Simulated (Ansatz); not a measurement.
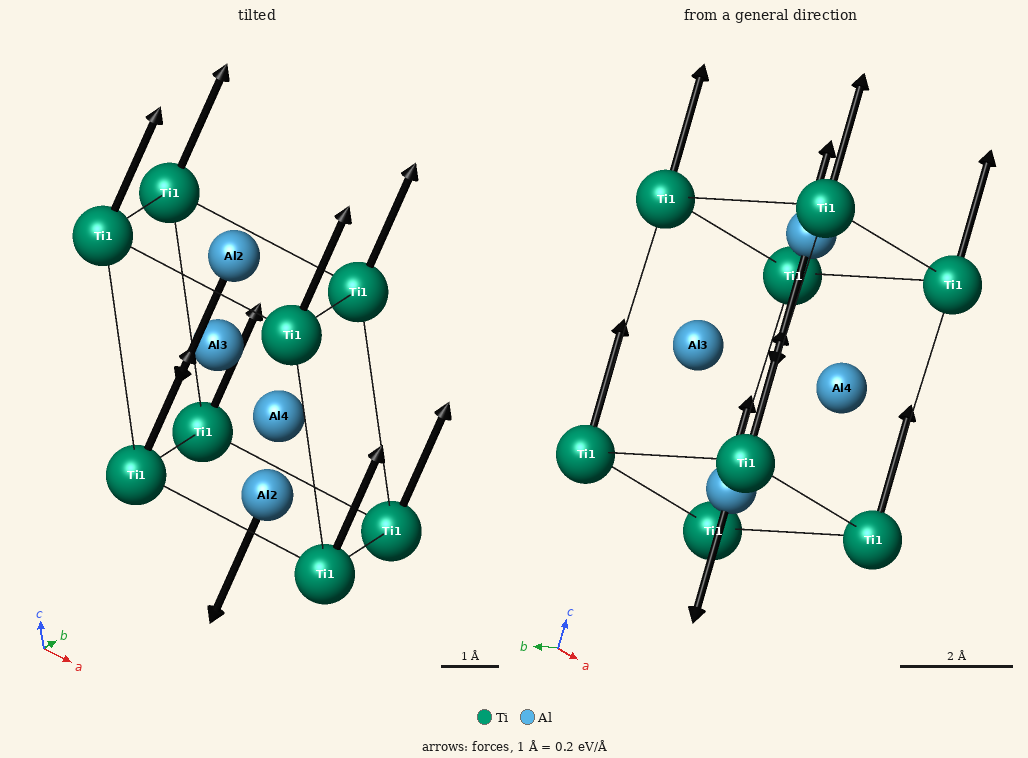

Drawn in the spheres-only manner and seen slightly off an axis and from a general direction. One cell (the run's own, in a reduced setting) is framed, with atoms on its boundary repeated. The arrows are the computed forces on the atoms.

System: TiAl$_{3}$. The numbers come from Ansatz 0.2.0, DFT PBEsol, scalar-relativistic, plane waves, PAW, using a kinetic-energy cutoff of 420 eV, k-points about 0.13 Å⁻¹ apart, Gaussian smearing of 0.15 eV, no spin polarisation.

**Are the atoms in equilibrium?**

No. The atoms still feel forces of up to about 0.44 eV/Å, far above a usual threshold of 0.01 to 0.03 eV/Å.

The structure comes from a structure listed in the Materials Project. The cell was then strained or its atoms displaced on purpose. Ansatz was used for an electronic-structure calculation on it.
